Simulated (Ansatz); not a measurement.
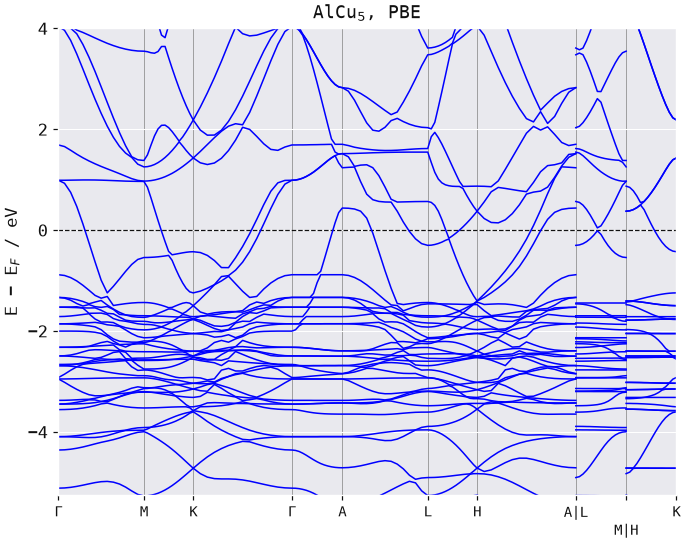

Band structure. Energies are counted from the Fermi level.

Q: Which Bravais lattice do the labels of the path belong to?

A: A hexagonal (primitive) lattice: the path Γ–M–K–Γ–A–L–H–A|L–M|H–K runs through the special points of its Brillouin zone.

System: AlCu5, space group P6/mmm (No. 191), 6 atoms in the cell.

```
Al Cu
1.0
     4.72473    0.00000    0.00000
    -2.36236    4.09173    0.00000
     0.00000    0.00000    6.95065
Al Cu
1 5
Direct
  0.00000 0.00000 0.00000
  0.50000 0.00000 0.50000
  0.00000 0.50000 0.50000
  0.50000 0.50000 0.50000
  0.00000 0.00000 0.66639
  0.00000 0.00000 0.33361
```

Computed with Ansatz: DFT PBE, scalar-relativistic, plane waves, PAW, no spin polarisation, 12×12×6 k mesh.

Q: Is there a gap at the Fermi level?

A: A metal: 3 bands cross the Fermi level along this path.

Q: Which levels at Γ lie nearest to the Fermi level?

A: At Γ the nearest levels lie 0.89 eV below and 0.99 eV above the Fermi level.

The structure is an invented one, so it need not be a known or stable phase.
